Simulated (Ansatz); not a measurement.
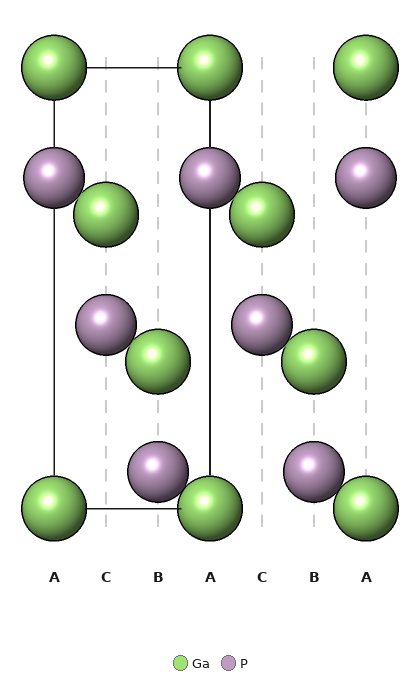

The picture looks along a close-packed row of the hexagonal mesh; [111] points upwards. The dashed lines mark the three columns A (0, 0), B (1/3, 2/3) and C (2/3, 1/3). The box is the hexagonal cell of the face-centred cubic lattice. The sequence starts with the first layer at or above the cell's origin.

The compound is GaP (space group F-43m, No. 216), taken as coordinates from a relaxation with DFT, PBE, plane waves, PAW in Ansatz 0.2.0.

### List the layers of one repeat.

Ga(A) – P(B) – Ga(B) – P(C) – Ga(C) – P(A) (six layers in 9.54 Å).

### How are the P layers alone stacked?

P layers alone: BCA, the cubic close-packed type.

### Which positions between or in the P layers do the other atoms fill?

Ga: three tetrahedral sites in each hexagonal cell.

### What short polytype symbol fits?

Polytype symbol 3C, the symbol of a tetrahedral polytype (number of double layers in the repeat and lattice).
